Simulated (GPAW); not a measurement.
# ZnS (F-43m): refractive index against wavelength

The refractive index of ZnS (F-43m) below the direct gap (2.11 eV on the mesh) is read from one computed spectrum, n = √(Re ε).

Symmetry: F-43m, No. 216, cubic system. The conventional cell has a = 5.404 Å, b = 5.404 Å, c = 5.404 Å, α = 90.00°, β = 90.00°, γ = 90.00°. Around Zn on site c lie 4 S at 2.34 Å. Around S on site a lie 4 Zn at 2.34 Å.

Method: GPAW 26.7.0, PBE, RPA, k-mesh 15×15×15, local fields up to 60 eV, Lorentzian half width 0.2 eV.

Launch of the response step: `OMP_NUM_THREADS=1 python df.py`. The run took 2.0 min, its band step included, on 1 thread of Arm Neoverse V2, on a shared host.

| wavelength (nm) | photon energy E (eV) | n |
| --- | --- | --- |
| 3000 | 0.413 | 2.3713 |
| 2000 | 0.620 | 2.3788 |
| 1550 | 0.800 | 2.3880 |
| 1310 | 0.946 | 2.3975 |
| 1064 | 1.165 | 2.4155 |
| 850 | 1.459 | ? |

In the single-oscillator model n² − 1 = E₀E_d/(E₀² − E²), so 1/(n² − 1) = E₀/E_d − E²/(E₀E_d) is linear in E².

Working, on the rows shown:

| x = E² (eV²) | y = 1/(n² − 1) |
| --- | --- |
| 0.170801 | 0.216307 |
| 0.384302 | 0.214653 |
| 0.639837 | 0.212651 |
| 0.895757 | 0.210615 |
| 1.35784 | 0.206841 |

Means: x̄ = 0.68971, ȳ = 0.21221. Σ(x − x̄)(y − ȳ) = -0.00681, Σ(x − x̄)² = 0.8539. Slope = -0.00681 / 0.8539 = -0.007975; intercept = ȳ − slope · x̄ = 0.21771. Turned back into n, the line misses the rows shown by at most 0.00021.

Fill in the last column of the withheld row.

At x = 2.1276 the line gives y = 0.20075, that is 2.4457. The run gave 2.4483, so the extrapolation is off by 0.0026, 3 % of the range in the table.

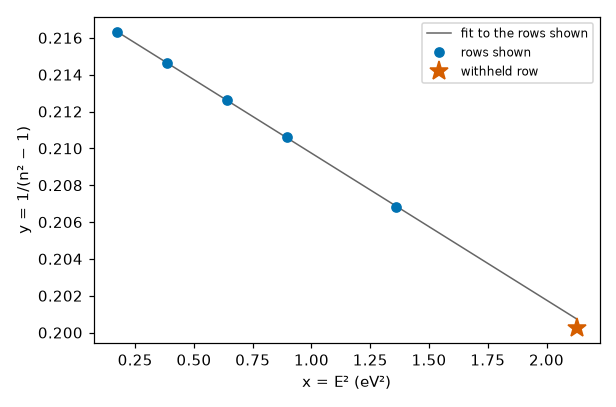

Refitted with all rows, the slope is -0.008213 and the intercept 0.21785. These give E₀ = √(intercept/−slope) = 5.15 eV and E_d = E₀/intercept = 23.6 eV; E₀ is 2.4 times the direct gap. The electronic limit at long wavelengths, without lattice vibrations, is n = √(1 + 1/intercept) = 2.364. The cell comes from an older database entry, whose edges can be off by a per cent or so. Excitons are left out; PBE gaps are as a rule too small. The values come from a sum over the points of one k-mesh and carry its error, which grows as the direct gap shrinks.
